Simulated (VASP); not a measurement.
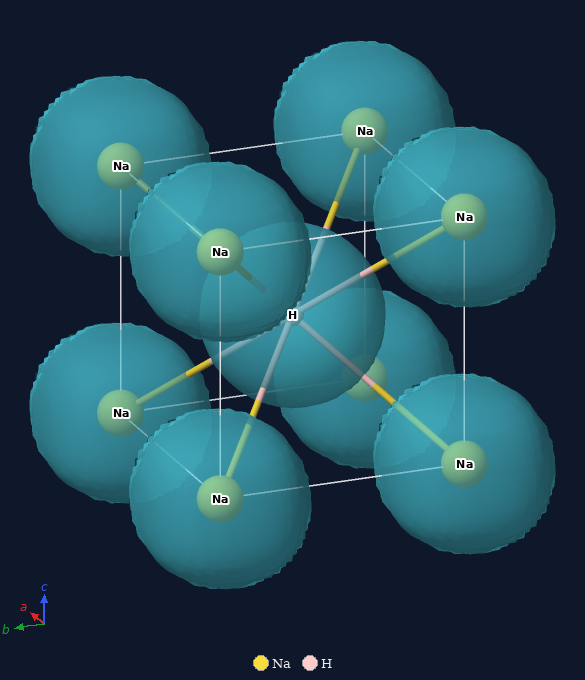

*NaH. Isosurface of the valence electron density at 0.1 e/Å³ (cyan), seen at an oblique angle. Sticks mark near contacts.*

Space group Pm-3m; a structure from a database of computed crystals, not necessarily the ambient phase; computed pressure about −2 GPa in this cell.

Theory: VASP, Kohn-Sham DFT of a periodic cell, PBE, VASP PAW PBE potentials, gw, light.

Which contacts does the surface bridge?

Answer. At this value the density breaks into separate islands; it holds about 90 % of the electrons treated as valence. It bridges none of the near contacts. It is pinched off along the shortest Na–H (2.56 Å) contacts. On the grid the lowest density along these lines, outside the cores, is 0.06 e/Å³ (Na–H, 2.56 Å).

Metal or insulator at this level of theory?

Answer. It is gapped, with a Kohn–Sham gap of 2.5 eV on the k-point mesh, an upper bound to the gap of this method.
